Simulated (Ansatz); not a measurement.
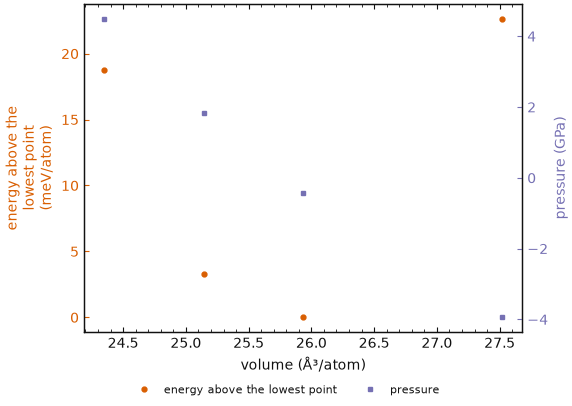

Plotted: energy above the lowest point and pressure against volume for InP, space group F-43m (No. 216) (one of a set of cubic test structures, which need not be the stable phase).

Computed with Ansatz 0.2.0 development build: equation of state of a cubic crystal from periodic Kohn-Sham density functional theory without spin, third-order Birch-Murnaghan fit to the free energies; pressure corrected for the finite basis. Level: HSE06.

structure type zinc blende; atoms in cell 2; space group number 216; lattice centring face-centred primitive; k mesh 4×4×4; occupation method Fermi–Dirac; occupation width 0.05 eV; wave cutoff 700 eV; datasets hard PAW; density tolerance 0 eV; bands 17; density cutoff ratio 4; search for lower states default; exchange singularity regularized.

The point at volume 26.73 Å³/atom is left out of the plot. What does the calculation give there?

| volume (Å³/atom) | energy above the lowest point (meV/atom) | pressure (GPa) |
| --- | --- | --- |
| 26.73 | 7.0 | −2.336 |

Keep in mind: modest k-mesh, values are not fully converged in k; pseudopotentials made with PBE, not this functional.
